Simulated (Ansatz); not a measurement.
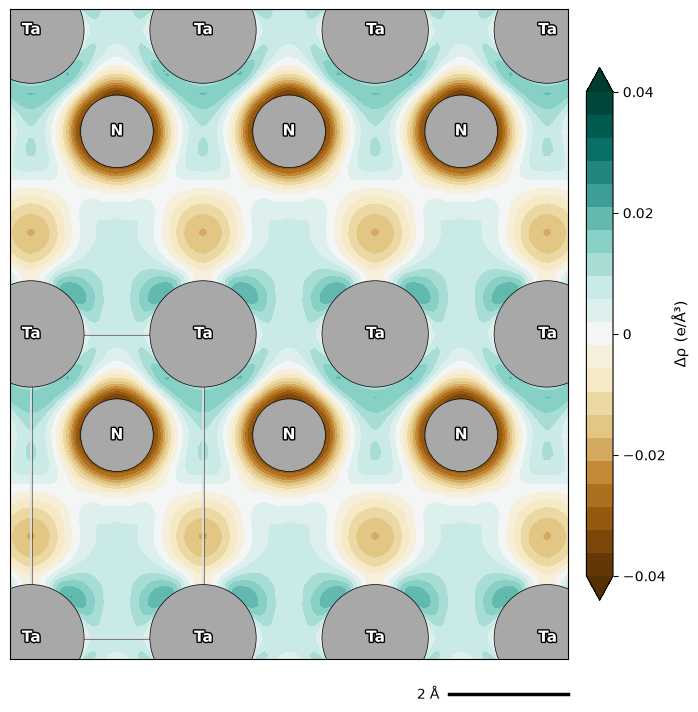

TaN. Difference of the valence pseudo-densities of two functionals at the same geometry, on the (110) plane of the calculation cell: LDA less r2SCAN.

Both computed with Ansatz (plane waves, PAW), on the same k-point mesh. Grey discs cover the atomic cores.

```xyz
2
Lattice="2.9380 0.0000 0.0000 -1.4690 2.5444 0.0000 0.0000 0.0000 2.8830" Properties=species:S:1:pos:R:3 pbc="T T T"
Ta    0.0000    0.0000    1.4415
N     1.4690    0.8481    0.0000
```

> Where does the change of functional move the electrons?

Against r2SCAN, LDA gives more density around Ta (+0.009 e/Å³ on average at 1.2 Å from the nucleus), less density around N (−0.023 e/Å³ on average at 0.8 Å from the nucleus) and a change of +0.011 e/Å³ at the midpoint of Ta–N and +0.006 e/Å³ at the midpoint of Ta–Ta.
